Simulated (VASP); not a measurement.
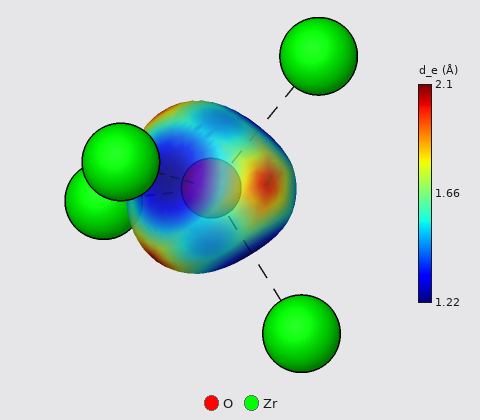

Hirshfeld surface computed for one O atom in ZrO$_{2}$ (Fm-3m), coloured by d_e. Dashed lines lead to the closest neighbours outside.

The surface is where the fragment's share of the procrystal density (the sum of the densities of spherically averaged neutral Hartree-Fock atoms) equals one half. d_i and d_e are the distances from the surface to the nearest nucleus inside and outside. From Rb on the atoms have core potentials, so only their outer electrons count.

Origin of the cell: a cell listed in the Materials Project, as set up for an electronic-structure calculation.

```cif
data_structure
_symmetry_space_group_name_H-M 'P 1'
_symmetry_Int_Tables_number 1
_cell_length_a 5.0901
_cell_length_b 5.0901
_cell_length_c 5.0901
_cell_angle_alpha 90.000
_cell_angle_beta 90.000
_cell_angle_gamma 90.000
_cell_volume 131.88
loop_
_atom_site_label
_atom_site_type_symbol
_atom_site_fract_x
_atom_site_fract_y
_atom_site_fract_z
_atom_site_occupancy
Zr1 Zr 0.00000 0.00000 0.00000 1
O1 O 0.25000 0.25000 0.75000 1
O2 O 0.25000 0.75000 0.75000 1
Zr2 Zr 0.00000 0.50000 0.50000 1
O3 O 0.25000 0.75000 0.25000 1
O4 O 0.25000 0.25000 0.25000 1
Zr3 Zr 0.50000 0.00000 0.50000 1
O5 O 0.75000 0.25000 0.25000 1
O6 O 0.75000 0.75000 0.25000 1
Zr4 Zr 0.50000 0.50000 0.00000 1
O7 O 0.75000 0.75000 0.75000 1
O8 O 0.75000 0.25000 0.75000 1
```

Question: What is the shortest distance from the fragment to an atom outside it?

Answer: O–Zr, 2.20 Å.

Question: How is the surface shared among contacts (nearest atom inside ··· nearest atom outside)?

Answer: O···Zr 64 %, O···O 36 %. The surface faces 10 neighbours with more than 2 % of its area each: 6 O + 4 Zr.

Question: Give the size and shape of the surface.

Answer: It encloses about 5.5 Å³, has an area of about 15 Å² and a globularity of 0.99 (1 for a sphere).
